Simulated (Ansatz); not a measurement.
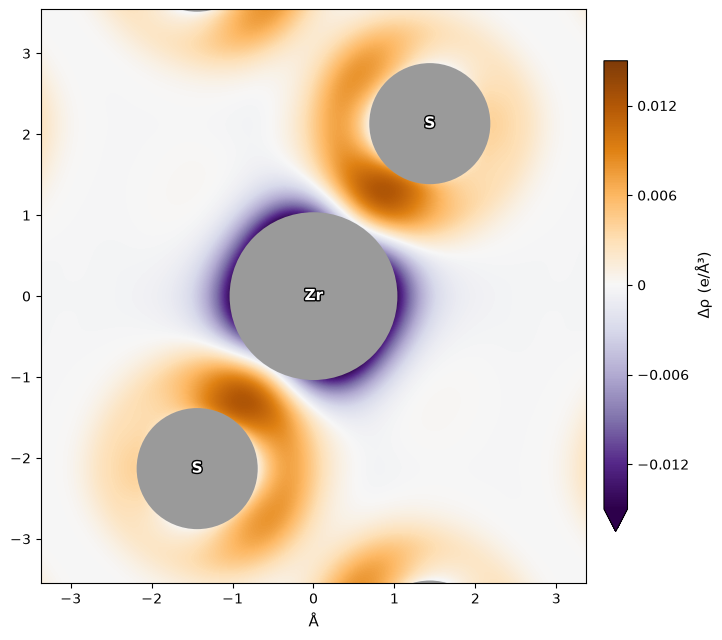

ZrS2: difference of two self-consistent densities at the same geometry, ρ(HSE06) − ρ(PBE), on the (110) plane of the conventional cell. Grey discs cover the cores, where the PAW densities can't be compared. Cores are masked to 1.0 Å (Zr) and 0.7 Å (S).

Space group P-3m1. The cell comes from a database of computed structures, not from a measurement.

Both runs: Ansatz, scalar-relativistic, plane waves and PAW, same cutoff, k-points and PAW files (made with PBE).

```
CELL_PARAMETERS angstrom
3.69138 0.00000 0.00000
-1.84569 3.19683 0.00000
0.00000 0.00000 6.04108
ATOMIC_POSITIONS crystal
Zr 0.00000 0.00000 0.00000
S 0.66667 0.33333 0.76209
S 0.33333 0.66667 0.23791
```

**What differs between the two levels of theory?**

Against PBE, and outside the masked cores, the largest gain, 0.012 e/Å³, lies 1.0 Å from a sulfur nucleus and 1.6 Å from a zirconium one, and the largest loss lies at the edge of the masked core of Zr. Bader charges are Zr +2.09 and S −1.04 e with PBE and Zr +2.24 and S −1.12 e with HSE06. At this volume the pressure is 0 GPa with PBE and roughly −1 GPa with HSE06. The gap on the mesh is 1.06 eV with PBE and 1.87 eV with HSE06.
